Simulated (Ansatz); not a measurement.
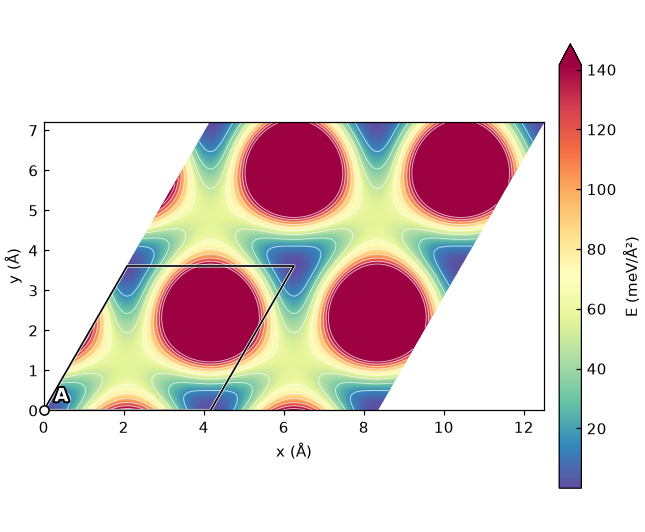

Al2Pt (Fm-3m, No. 225; 9 atoms in the cell). Gamma surface: rigid slide across a plane, one fault a cell; the plane is (1 1 1) of the conventional cell, and the faces at the cut hold Al and Al. Places are given modulo a cell vector. The map is drawn in real space over the plane of the slide. Nothing is relaxed (rigid halves, spacing across the cut fixed). The scan uses a 12 × 12 grid; 31 points were computed and 113 follow by symmetry. Energies: meV/Å², counted from the lowest grid point. Theory: DFT PBEsol, scalar-relativistic, plane waves, PAW (Ansatz). Settings: cutoff 420 eV, k-mesh 11×11×4 in the order of the run's cell vectors, gaussian smearing 0.15 eV, no spin polarisation.

The picture shows a smooth colour map with a few white contour lines, the outline of one cell of the 2 × 2 shown, one colour for all values above the top of the scale, the point A. Between grid points the surface is interpolated.

Question: Find the lowest pass out of the well at A.

Answer: The easiest path leads from the well at (0/12, 0/12) of the cell vectors to its copy one period on. Its highest point lies about 57 meV/Å² above the bottom of the first well on the interpolated surface, at about (0.31, 0.34) of the cell vectors. The start is the relaxed structure and all else is held, so a fully relaxed path at this level can only be lower.

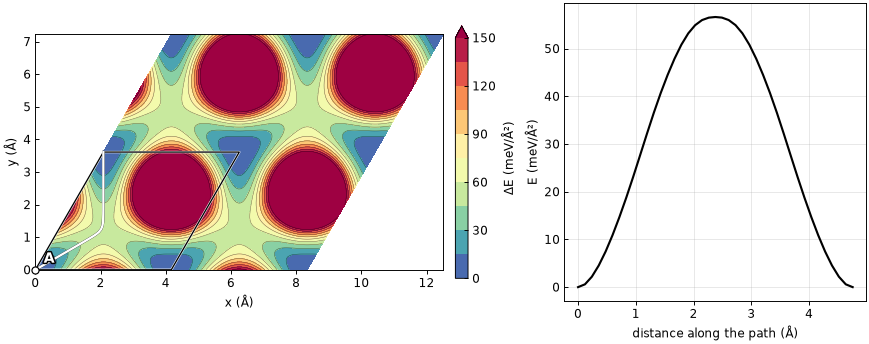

The picture shows filled contours, a line along the lowest path, the outline of one cell of the 2 × 2 shown, one colour for all values above the top of the scale, the energy along the path at the right. Between grid points the surface is interpolated.
